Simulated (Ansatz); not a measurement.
# MnS: single-point calculation (part 2 of 4)

Continued. System: MnS (8 atoms in the cell). Method: DFT PBE+U, scalar-relativistic, plane waves, PAW, Ueff = 5 eV on Mn atom 1 d; Ueff = 5 eV on Mn atom 2 d; Ueff = 5 eV on Mn atom 5 d; Ueff = 5 eV on Mn atom 6 d (Ansatz 0.2.0); cutoff 420 eV, 6×6×3 k-mesh, Gaussian smearing of 0.05 eV, collinear spins. The structure derives from a Materials Project entry. The run did not end well. It belongs to a series of runs on one base structure; here: random orbitals: pairs, low filling. The run did not end well; see the last part.

Geometry of the input (Å; fractional positions):
```
3.9536  0.0000  0.0000
-3.9536  6.8478  0.0000
0.0000  0.0000  6.3425
Mn 0.3333  0.3333  0.9988
Mn 0.6667  0.1667  0.4989
S  0.6667  0.1667  0.1262
S  0.3333  0.3333  0.6261
Mn 0.3333  0.8333  0.9988
Mn 0.6667  0.6667  0.4989
S  0.6667  0.6667  0.1262
S  0.3333  0.8333  0.6261
```

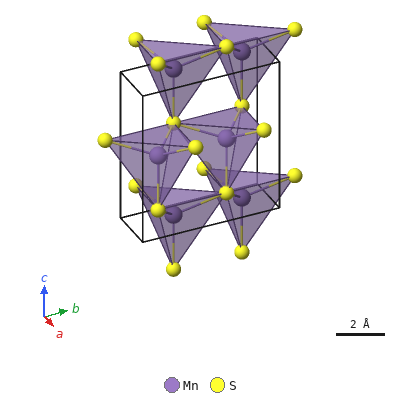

The input geometry (polyhedral view of the cell of the calculation, seen slightly off an axis; polyhedra are completed across the faces of the cell).

**What the program printed, continued**
```
SCF iter   1: F=—  HF=-19212.638826 eV  |F-HF|=—  |Δ(HF+E_count)|=         —  Δρ=9.54e-2 (↑9.54e-2 ↓9.54e-2)  dr2=2.40e1  dr2_m=4.77e0  M=0.000 μB ∫|m|=5.324 μB  β_m=0.30  ethr=3.10e-3  ⟨swp⟩=6.7  Hψ=10413  notcnv=0
preconditioner: auto → Resta (q_TF=auto, 2.422 Å⁻¹)  ε∞=12.6  [insulator: Δε(μ)=0.189 eV  Ē_g=5.991 eV  σ=0.050 eV  W_gap=0.99  n_scr=38 (ndim 8)  ℏωp=20.4 eV  f_vac=0.002  D(μ)=0.04/eV (n_scr^D=0)  ε∞_Penn≈12.6]
spin=Collinear: Resta preconditioning applied to the charge; magnetization (m = ρ↑ − ρ↓) channel mixes plain (no charge-response kernel on spin).
SCF iter   2: F=—  HF=-19208.912725 eV  |F-HF|=—  |Δ(HF+E_count)|=    3.73e0  Δρ=6.30e-2 (↑6.30e-2 ↓6.30e-2)  dr2=4.50e0  dr2_m=3.40e0  M=0.000 μB ∫|m|=5.991 μB  β_m=0.30  ethr=3.10e-3  ⟨swp⟩=3.0  Hψ=6509  notcnv=0  defer=130
SCF iter   3: F=—  HF=-19208.392123 eV  |F-HF|=—  |Δ(HF+E_count)|=   5.21e-1  Δρ=4.21e-2 (↑4.21e-2 ↓4.21e-2)  dr2=1.45e0  dr2_m=2.07e0  M=0.000 μB ∫|m|=6.249 μB  β_m=0.30  ethr=3.10e-3  ⟨swp⟩=2.9  Hψ=4156  notcnv=0  defer=137
SCF iter   4: F=—  HF=-19208.513368 eV  |F-HF|=—  |Δ(HF+E_count)|=   1.21e-1  Δρ=2.95e-2 (↑2.95e-2 ↓2.95e-2)  dr2=2.04e-1  dr2_m=1.29e0  M=0.000 μB ∫|m|=6.475 μB  β_m=0.30  ethr=1.73e-3  ⟨swp⟩=3.6  Hψ=5745  notcnv=0  defer=152
SCF iter   5: F=—  HF=-19208.862101 eV  |F-HF|=—  |Δ(HF+E_count)|=   3.49e-1  Δρ=2.12e-2 (↑2.12e-2 ↓2.12e-2)  dr2=2.25e-2  dr2_m=7.00e-1  M=0.000 μB ∫|m|=6.551 μB  β_m=0.30  ethr=2.43e-4  ⟨swp⟩=3.5  Hψ=5795  notcnv=0  defer=213
SCF iter   6: F=—  HF=-19209.058618 eV  |F-HF|=—  |Δ(HF+E_count)|=   1.97e-1  Δρ=1.58e-2 (↑1.58e-2 ↓1.58e-2)  dr2=1.24e-2  dr2_m=3.86e-1  M=0.000 μB ∫|m|=6.617 μB  β_m=0.30  ethr=2.68e-5  ⟨swp⟩=2.4  Hψ=5549  notcnv=0  defer=212
SCF iter   7: F=—  HF=-19209.171638 eV  |F-HF|=—  |Δ(HF+E_count)|=   1.13e-1  Δρ=1.16e-2 (↑1.16e-2 ↓1.16e-2)  dr2=2.41e-3  dr2_m=2.10e-1  M=0.000 μB ∫|m|=6.656 μB  β_m=0.30  ethr=1.47e-5  ⟨swp⟩=2.1  Hψ=5518  notcnv=0  defer=212
SCF iter   8: F=—  HF=-19209.231463 eV  |F-HF|=—  |Δ(HF+E_count)|=   5.98e-2  Δρ=8.75e-3 (↑8.75e-3 ↓8.75e-3)  dr2=9.12e-4  dr2_m=1.20e-1  M=0.000 μB ∫|m|=6.704 μB  β_m=0.30  ethr=2.87e-6  ⟨swp⟩=2.1  Hψ=5506  notcnv=0  defer=212
Mixer restart at iter 8: flushing history
spin-set hold released at iteration 8 (site moments contracting): the magnetisation degrees of freedom join the quasi-Newton model from the next iteration; the mixer history was flushed
SCF iter   9: F=—  HF=-19209.265617 eV  |F-HF|=—  |Δ(HF+E_count)|=   3.42e-2  Δρ=6.56e-3 (↑6.56e-3 ↓6.56e-3)  dr2=8.07e-4  dr2_m=6.73e-2  M=0.000 μB ∫|m|=6.736 μB  β_m=0.65  ethr=1.09e-6  ⟨swp⟩=2.0  Hψ=5198  notcnv=0  defer=213
SCF iter  10: F=—  HF=-19209.310651 eV  |F-HF|=—  |Δ(HF+E_count)|=   4.50e-2  Δρ=5.62e-4 (↑5.62e-4 ↓5.62e-4)  dr2=2.21e-4  dr2_m=3.98e-4  M=0.000 μB ∫|m|=6.833 μB  β_m=0.82  ethr=9.61e-7  ⟨swp⟩=3.2  Hψ=7999  notcnv=0  defer=213
SCF iter  11: F=—  HF=-19209.311219 eV  |F-HF|=—  |Δ(HF+E_count)|=   5.69e-4  Δρ=1.97e-4 (↑1.97e-4 ↓1.97e-4)  dr2=4.11e-5  dr2_m=4.73e-5  M=0.000 μB ∫|m|=6.840 μB  β_m=0.91  ethr=2.63e-7  ⟨swp⟩=2.0  Hψ=5104  notcnv=0  defer=213
SCF iter  12: F=—  HF=-19209.311507 eV  |F-HF|=—  |Δ(HF+E_count)|=   2.88e-4  Δρ=1.45e-4 (↑1.45e-4 ↓1.45e-4)  dr2=1.28e-4  dr2_m=1.20e-6  M=0.000 μB ∫|m|=6.843 μB  β_m=0.68  ethr=4.89e-8  ⟨swp⟩=2.0  Hψ=5320  notcnv=0  defer=216
SCF iter  13: F=—  HF=-19209.311483 eV  |F-HF|=—  |Δ(HF+E_count)|=   2.35e-5  Δρ=2.39e-5 (↑2.39e-5 ↓2.39e-5)  dr2=2.69e-6  dr2_m=2.61e-7  M=0.000 μB ∫|m|=6.844 μB  β_m=0.68  ethr=4.89e-8  ⟨swp⟩=2.0  Hψ=5104  notcnv=0  defer=216
Mixer restart at iter 13: flushing history
SCF iter  14: F=—  HF=-19209.312366 eV  |F-HF|=—  |Δ(HF+E_count)|=         —  Δρ=4.65e-5 (↑4.65e-5 ↓4.65e-5)  dr2=1.24e-5  dr2_m=2.49e-7  M=0.000 μB ∫|m|=6.844 μB  β_m=0.68  ethr=3.20e-9  ⟨swp⟩=2.0  Hψ=4880  notcnv=0  defer=216
SCF iter  15: F=—  HF=-19211.941010 eV  |F-HF|=—  |Δ(HF+E_count)|=    2.63e0  Δρ=1.58e-2 (↑1.58e-2 ↓1.58e-2)  dr2=3.63e-1  dr2_m=8.91e-2  M=0.000 μB ∫|m|=7.246 μB  β_m=0.10  ethr=3.20e-9  ⟨swp⟩=6.2  Hψ=11926  notcnv=0  defer=219
SCF iter  16: F=—  HF=-19212.176287 eV  |F-HF|=—  |Δ(HF+E_count)|=   2.35e-1  Δρ=1.60e-2 (↑1.60e-2 ↓1.60e-2)  dr2=3.70e-1  dr2_m=9.57e-2  M=0.000 μB ∫|m|=7.293 μB  β_m=0.02  ethr=3.20e-9  ⟨swp⟩=3.1  Hψ=8221  notcnv=0  defer=213
SCF iter  17: F=—  HF=-19212.176536 eV  |F-HF|=—  |Δ(HF+E_count)|=   2.48e-4  Δρ=1.47e-2 (↑1.47e-2 ↓1.47e-2)  dr2=3.08e-1  dr2_m=8.69e-2  M=0.000 μB ∫|m|=7.315 μB  β_m=0.05  ethr=3.20e-9  ⟨swp⟩=4.1  Hψ=8372  notcnv=0  defer=213
SCF iter  18: F=—  HF=-19212.342272 eV  |F-HF|=—  |Δ(HF+E_count)|=   1.66e-1  Δρ=9.00e-3 (↑9.00e-3 ↓9.00e-3)  dr2=1.07e-1  dr2_m=5.05e-2  M=0.000 μB ∫|m|=7.430 μB  β_m=0.14  ethr=3.20e-9  ⟨swp⟩=4.7  Hψ=11063  notcnv=0  defer=238
SCF iter  19: F=—  HF=-19213.220392 eV  |F-HF|=—  |Δ(HF+E_count)|=   8.78e-1  Δρ=6.49e-3 (↑6.49e-3 ↓6.49e-3)  dr2=4.48e-2  dr2_m=4.01e-2  M=0.000 μB ∫|m|=7.583 μB  β_m=0.48  ethr=3.20e-9  ⟨swp⟩=5.0  Hψ=11305  notcnv=0  defer=265
SCF iter  20: F=—  HF=-19215.479880 eV  |F-HF|=—  |Δ(HF+E_count)|=    2.26e0  Δρ=6.65e-3 (↑6.65e-3 ↓6.65e-3)  dr2=6.74e-2  dr2_m=2.33e-2  M=0.000 μB ∫|m|=8.040 μB  β_m=0.96  ethr=3.20e-9  ⟨swp⟩=5.7  Hψ=14760  notcnv=0  defer=249
SCF iter  21: F=—  HF=-19216.271779 eV  |F-HF|=—  |Δ(HF+E_count)|=   7.92e-1  Δρ=5.16e-3 (↑5.16e-3 ↓5.16e-3)  dr2=4.17e-2  dr2_m=1.22e-2  M=0.000 μB ∫|m|=8.211 μB  β_m=0.98  ethr=3.20e-9  ⟨swp⟩=5.4  Hψ=13346  notcnv=0  defer=227
SCF iter  22: F=—  HF=-19216.580340 eV  |F-HF|=—  |Δ(HF+E_count)|=   3.09e-1  Δρ=5.21e-3 (↑5.21e-3 ↓5.21e-3)  dr2=1.02e-1  dr2_m=8.86e-3  M=0.000 μB ∫|m|=8.294 μB  β_m=0.99  ethr=3.20e-9  ⟨swp⟩=5.7  Hψ=13914  notcnv=0  defer=231
SCF iter  23: F=—  HF=-19216.682640 eV  |F-HF|=—  |Δ(HF+E_count)|=   1.02e-1  Δρ=3.75e-3 (↑3.75e-3 ↓3.75e-3)  dr2=4.06e-2  dr2_m=8.75e-3  M=0.000 μB ∫|m|=8.328 μB  β_m=1.00  ethr=3.20e-9  ⟨swp⟩=5.5  Hψ=12996  notcnv=0  defer=227
SCF iter  24: F=—  HF=-19216.783933 eV  |F-HF|=—  |Δ(HF+E_count)|=   1.01e-1  Δρ=3.03e-3 (↑3.03e-3 ↓3.03e-3)  dr2=9.66e-3  dr2_m=1.07e-2  M=0.000 μB ∫|m|=8.354 μB  β_m=1.00  ethr=3.20e-9  ⟨swp⟩=5.3  Hψ=12595  notcnv=0  defer=222
SCF iter  25: F=—  HF=-19216.869203 eV  |F-HF|=—  |Δ(HF+E_count)|=   8.53e-2  Δρ=2.52e-3 (↑2.52e-3 ↓2.52e-3)  dr2=2.49e-3  dr2_m=9.10e-3  M=0.000 μB ∫|m|=8.311 μB  β_m=1.00  ethr=3.20e-9  ⟨swp⟩=5.3  Hψ=12064  notcnv=0  defer=226
SCF iter  26: F=—  HF=-19216.941318 eV  |F-HF|=—  |Δ(HF+E_count)|=   7.21e-2  Δρ=2.47e-3 (↑2.47e-3 ↓2.47e-3)  dr2=7.47e-4  dr2_m=9.23e-3  M=0.000 μB ∫|m|=8.281 μB  β_m=0.91  ethr=3.20e-9  ⟨swp⟩=5.1  Hψ=11623  notcnv=0  defer=228
SCF iter  27: F=—  HF=-19217.046312 eV  |F-HF|=—  |Δ(HF+E_count)|=   1.05e-1  Δρ=2.48e-3 (↑2.48e-3 ↓2.48e-3)  dr2=8.32e-4  dr2_m=9.22e-3  M=0.000 μB ∫|m|=8.222 μB  β_m=0.95  ethr=3.20e-9  ⟨swp⟩=5.4  Hψ=11804  notcnv=0  defer=228
SCF iter  28: F=—  HF=-19217.157691 eV  |F-HF|=—  |Δ(HF+E_count)|=   1.11e-1  Δρ=2.43e-3 (↑2.43e-3 ↓2.43e-3)  dr2=3.65e-4  dr2_m=9.02e-3  M=0.000 μB ∫|m|=8.141 μB  β_m=0.41  ethr=3.20e-9  ⟨swp⟩=5.4  Hψ=11906  notcnv=0  defer=228
SCF iter  29: F=—  HF=-19217.253182 eV  |F-HF|=—  |Δ(HF+E_count)|=   9.55e-2  Δρ=2.36e-3 (↑2.36e-3 ↓2.36e-3)  dr2=6.66e-4  dr2_m=8.28e-3  M=0.000 μB ∫|m|=8.066 μB  β_m=1.00  ethr=3.20e-9  ⟨swp⟩=5.4  Hψ=11807  notcnv=0  defer=229
SCF iter  30: F=—  HF=-19217.323667 eV  |F-HF|=—  |Δ(HF+E_count)|=   7.05e-2  Δρ=2.31e-3 (↑2.31e-3 ↓2.31e-3)  dr2=6.84e-4  dr2_m=7.98e-3  M=0.000 μB ∫|m|=8.004 μB  β_m=0.23  ethr=3.20e-9  ⟨swp⟩=5.1  Hψ=11530  notcnv=0  defer=237
SCF iter  31: F=—  HF=-19217.394366 eV  |F-HF|=—  |Δ(HF+E_count)|=   7.07e-2  Δρ=2.23e-3 (↑2.23e-3 ↓2.23e-3)  dr2=5.55e-4  dr2_m=7.44e-3  M=0.000 μB ∫|m|=7.927 μB  β_m=1.00  ethr=3.20e-9  ⟨swp⟩=5.3  Hψ=11633  notcnv=0  defer=239
SCF iter  32: F=—  HF=-19217.464818 eV  |F-HF|=—  |Δ(HF+E_count)|=   7.05e-2  Δρ=2.48e-3 (↑2.48e-3 ↓2.48e-3)  dr2=3.41e-3  dr2_m=8.31e-3  M=0.000 μB ∫|m|=7.868 μB  β_m=1.00  ethr=3.20e-9  ⟨swp⟩=5.2  Hψ=11859  notcnv=0  defer=253
SCF iter  33: F=—  HF=-19217.443419 eV  |F-HF|=—  |Δ(HF+E_count)|=   2.14e-2  Δρ=2.37e-3 (↑2.37e-3 ↓2.37e-3)  dr2=1.37e-3  dr2_m=8.27e-3  M=0.000 μB ∫|m|=7.871 μB  β_m=0.14  ethr=3.20e-9  ⟨swp⟩=4.8  Hψ=11453  notcnv=0  defer=251
SCF iter  34: F=—  HF=-19217.442549 eV  |F-HF|=—  |Δ(HF+E_count)|=   8.70e-4  Δρ=3.96e-3 (↑3.96e-3 ↓3.96e-3)  dr2=4.50e-3  dr2_m=2.25e-2  M=0.000 μB ∫|m|=7.801 μB  β_m=0.08  ethr=3.20e-9  ⟨swp⟩=5.1  Hψ=12070  notcnv=0  defer=246  recentre
SCF iter  35: F=—  HF=-19217.465613 eV  |F-HF|=—  |Δ(HF+E_count)|=   2.31e-2  Δρ=2.85e-3 (↑2.85e-3 ↓2.85e-3)  dr2=3.58e-3  dr2_m=1.15e-2  M=0.000 μB ∫|m|=7.837 μB  β_m=0.12  ethr=3.20e-9  ⟨swp⟩=4.5  Hψ=10362  notcnv=0  defer=239
SCF iter  36: F=—  HF=-19217.533592 eV  |F-HF|=—  |Δ(HF+E_count)|=   6.80e-2  Δρ=3.16e-3 (↑3.16e-3 ↓3.16e-3)  dr2=4.66e-3  dr2_m=1.38e-2  M=0.000 μB ∫|m|=7.755 μB  β_m=0.18  ethr=3.20e-9  ⟨swp⟩=5.4  Hψ=11689  notcnv=0  defer=234
SCF iter  37: F=—  HF=-19217.668299 eV  |F-HF|=—  |Δ(HF+E_count)|=   1.35e-1  Δρ=3.68e-3 (↑3.68e-3 ↓3.68e-3)  dr2=2.66e-3  dr2_m=1.97e-2  M=0.000 μB ∫|m|=7.650 μB  β_m=0.76  ethr=3.20e-9  ⟨swp⟩=6.0  Hψ=13151  notcnv=0  defer=254
SCF iter  38: F=—  HF=-19217.771991 eV  |F-HF|=—  |Δ(HF+E_count)|=   1.04e-1  Δρ=2.27e-3 (↑2.27e-3 ↓2.27e-3)  dr2=1.03e-3  dr2_m=7.63e-3  M=0.000 μB ∫|m|=7.577 μB  β_m=0.45  ethr=3.20e-9  ⟨swp⟩=5.1  Hψ=11929  notcnv=0  defer=262
SCF iter  39: F=—  HF=-19217.931837 eV  |F-HF|=—  |Δ(HF+E_count)|=   1.60e-1  Δρ=2.09e-3 (↑2.09e-3 ↓2.09e-3)  dr2=1.60e-3  dr2_m=6.31e-3  M=0.000 μB ∫|m|=7.447 μB  β_m=0.94  ethr=3.20e-9  ⟨swp⟩=6.6  Hψ=13859  notcnv=0  defer=262
SCF iter  40: F=—  HF=-19218.044672 eV  |F-HF|=—  |Δ(HF+E_count)|=   1.13e-1  Δρ=3.04e-3 (↑3.04e-3 ↓3.04e-3)  dr2=3.03e-3  dr2_m=1.36e-2  M=0.000 μB ∫|m|=7.382 μB  β_m=0.65  ethr=3.20e-9  ⟨swp⟩=6.4  Hψ=13414  notcnv=0  defer=281
SCF iter  41: F=—  HF=-19217.855919 eV  |F-HF|=—  |Δ(HF+E_count)|=   1.89e-1  Δρ=4.39e-3 (↑4.39e-3 ↓4.39e-3)  dr2=8.41e-3  dr2_m=2.75e-2  M=0.000 μB ∫|m|=7.397 μB  β_m=0.65  ethr=3.20e-9  ⟨swp⟩=5.8  Hψ=14294  notcnv=0  defer=256
SCF iter  42: F=—  HF=-19218.103766 eV  |F-HF|=—  |Δ(HF+E_count)|=   2.48e-1  Δρ=1.31e-3 (↑1.31e-3 ↓1.31e-3)  dr2=6.47e-4  dr2_m=2.45e-3  M=0.000 μB ∫|m|=7.352 μB  β_m=0.82  ethr=3.20e-9  ⟨swp⟩=6.2  Hψ=14099  notcnv=0  defer=263
SCF iter  43: F=—  HF=-19218.112920 eV  |F-HF|=—  |Δ(HF+E_count)|=   9.15e-3  Δρ=2.76e-3 (↑2.76e-3 ↓2.76e-3)  dr2=1.80e-3  dr2_m=1.13e-2  M=0.000 μB ∫|m|=7.352 μB  β_m=0.91  ethr=3.20e-9  ⟨swp⟩=5.8  Hψ=12687  notcnv=0  defer=264  recentre
SCF iter  44: F=—  HF=-19218.015710 eV  |F-HF|=—  |Δ(HF+E_count)|=   9.72e-2  Δρ=3.53e-3 (↑3.53e-3 ↓3.53e-3)  dr2=3.37e-3  dr2_m=1.80e-2  M=0.000 μB ∫|m|=7.327 μB  β_m=0.96  ethr=3.20e-9  ⟨swp⟩=5.9  Hψ=13653  notcnv=0  defer=260
SCF iter  45: F=—  HF=-19218.082279 eV  |F-HF|=—  |Δ(HF+E_count)|=   6.66e-2  Δρ=2.67e-3 (↑2.67e-3 ↓2.67e-3)  dr2=2.03e-3  dr2_m=1.03e-2  M=0.000 μB ∫|m|=7.316 μB  β_m=0.41  ethr=3.20e-9  ⟨swp⟩=4.8  Hψ=11377  notcnv=0  defer=244
SCF iter  46: F=—  HF=-19218.060087 eV  |F-HF|=—  |Δ(HF+E_count)|=   2.22e-2  Δρ=4.48e-3 (↑4.48e-3 ↓4.48e-3)  dr2=6.05e-3  dr2_m=2.88e-2  M=0.000 μB ∫|m|=7.283 μB  β_m=0.53  ethr=3.20e-9  ⟨swp⟩=6.0  Hψ=12838  notcnv=0  defer=244  recentre
SCF iter  47: F=—  HF=-19218.141715 eV  |F-HF|=—  |Δ(HF+E_count)|=   8.16e-2  Δρ=1.74e-3 (↑1.74e-3 ↓1.74e-3)  dr2=5.62e-4  dr2_m=4.41e-3  M=0.000 μB ∫|m|=7.309 μB  β_m=0.99  ethr=3.20e-9  ⟨swp⟩=5.1  Hψ=11751  notcnv=0  defer=244
SCF iter  48: F=—  HF=-19218.198044 eV  |F-HF|=—  |Δ(HF+E_count)|=   5.63e-2  Δρ=1.05e-3 (↑1.05e-3 ↓1.05e-3)  dr2=6.21e-4  dr2_m=1.57e-3  M=0.000 μB ∫|m|=7.331 μB  β_m=1.00  ethr=3.20e-9  ⟨swp⟩=6.0  Hψ=12953  notcnv=0  defer=244
SCF iter  49: F=—  HF=-19218.213481 eV  |F-HF|=—  |Δ(HF+E_count)|=   1.54e-2  Δρ=9.06e-4 (↑9.06e-4 ↓9.06e-4)  dr2=3.61e-4  dr2_m=1.14e-3  M=0.000 μB ∫|m|=7.327 μB  β_m=0.44  ethr=3.20e-9  ⟨swp⟩=4.5  Hψ=10207  notcnv=0  defer=254
SCF iter  50: F=—  HF=-19218.196364 eV  |F-HF|=—  |Δ(HF+E_count)|=   1.71e-2  Δρ=1.32e-3 (↑1.32e-3 ↓1.32e-3)  dr2=6.34e-4  dr2_m=2.42e-3  M=0.000 μB ∫|m|=7.314 μB  β_m=0.91  ethr=3.20e-9  ⟨swp⟩=5.6  Hψ=12079  notcnv=0  defer=254  recentre
SCF iter  51: F=—  HF=-19218.193075 eV  |F-HF|=—  |Δ(HF+E_count)|=   3.29e-3  Δρ=1.72e-3 (↑1.72e-3 ↓1.72e-3)  dr2=6.67e-4  dr2_m=4.13e-3  M=0.000 μB ∫|m|=7.315 μB  β_m=0.95  ethr=3.20e-9  ⟨swp⟩=4.2  Hψ=9286  notcnv=0  defer=267
SCF iter  52: F=—  HF=-19218.185627 eV  |F-HF|=—  |Δ(HF+E_count)|=   7.45e-3  Δρ=1.83e-3 (↑1.83e-3 ↓1.83e-3)  dr2=7.14e-4  dr2_m=4.82e-3  M=0.000 μB ∫|m|=7.312 μB  β_m=0.07  ethr=3.20e-9  ⟨swp⟩=4.8  Hψ=9597  notcnv=0  defer=267
SCF iter  53: F=—  HF=-19218.209005 eV  |F-HF|=—  |Δ(HF+E_count)|=   2.34e-2  Δρ=1.11e-3 (↑1.11e-3 ↓1.11e-3)  dr2=7.26e-4  dr2_m=1.69e-3  M=0.000 μB ∫|m|=7.326 μB  β_m=0.49  ethr=3.20e-9  ⟨swp⟩=5.2  Hψ=10537  notcnv=0  defer=267
SCF iter  54: F=—  HF=-19218.247829 eV  |F-HF|=—  |Δ(HF+E_count)|=   3.88e-2  Δρ=9.18e-4 (↑9.18e-4 ↓9.18e-4)  dr2=4.78e-4  dr2_m=1.18e-3  M=0.000 μB ∫|m|=7.341 μB  β_m=0.99  ethr=3.20e-9  ⟨swp⟩=5.6  Hψ=12093  notcnv=0  defer=267
```
